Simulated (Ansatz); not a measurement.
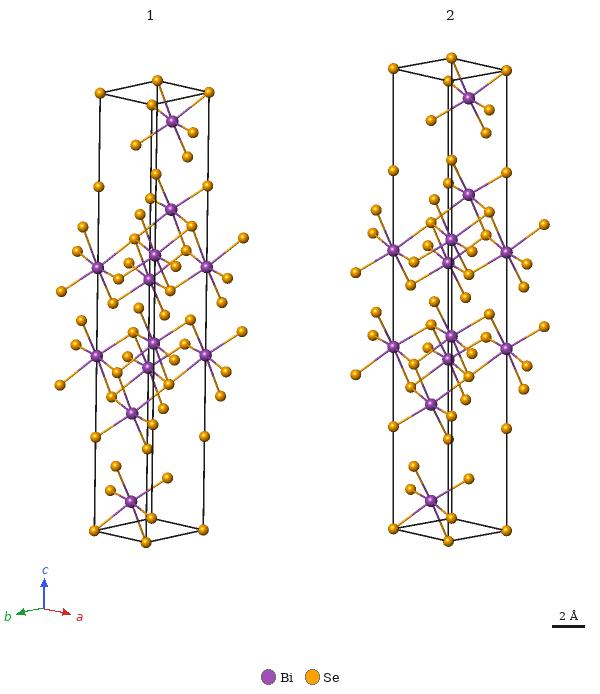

Two geometries of solid Bi2Se3 (set up in R-3m): one is the relaxed structure, the other was perturbed away from it. Style: ball-and-stick. Shown: the conventional cell (3 times the calculation's cell), from a free direction. Lengths and directions refer to the drawn axes.

Method: DFT PBE, scalar-relativistic, plane waves, PAW (Ansatz). Set-up: plane-wave cutoff 420 eV; k-point mesh 6 × 6 × 6; occupations gaussian; smearing width 0.02 eV; no spin polarisation.

**Which one is perturbed?**

Structure 1 is the perturbed one. Biaxial strain in the a–b plane, −6.0 %, is applied. The c axis and the atoms are relaxed. Energy change: +27.7 meV per atom. The pressure goes from 0.0 to 1.8 GPa. The principal stresses (compression positive) are 4.5 GPa along a, 1.0 GPa along [0 1 1], none along the third axis. Cell: a 4.189 → 3.938 Å (−6.0 %), b 4.189 → 4.204 Å (+0.3 %), c 31.514 → 29.757 Å (−5.6 %), α 90.0° → 92.3°, γ 120.0° → 117.9°. Volume −9.2 %. The largest moves relative to the cell, 0.24 Å, are those of Se atoms. Largest moves by element: Se 0.24 Å, Bi 0.12 Å. Near-neighbour distances before and after: Bi–Se 2.879 → 2.846 to 2.899 Å, Bi–Se 3.108 → 3.081 to 3.085 Å. The space group (tolerance 0.01 Å) goes from R-3m (No. 166) to C2/m (No. 12).

Limits of the set-up: layers or molecules are held without a dispersion correction, so their spacing is unreliable.
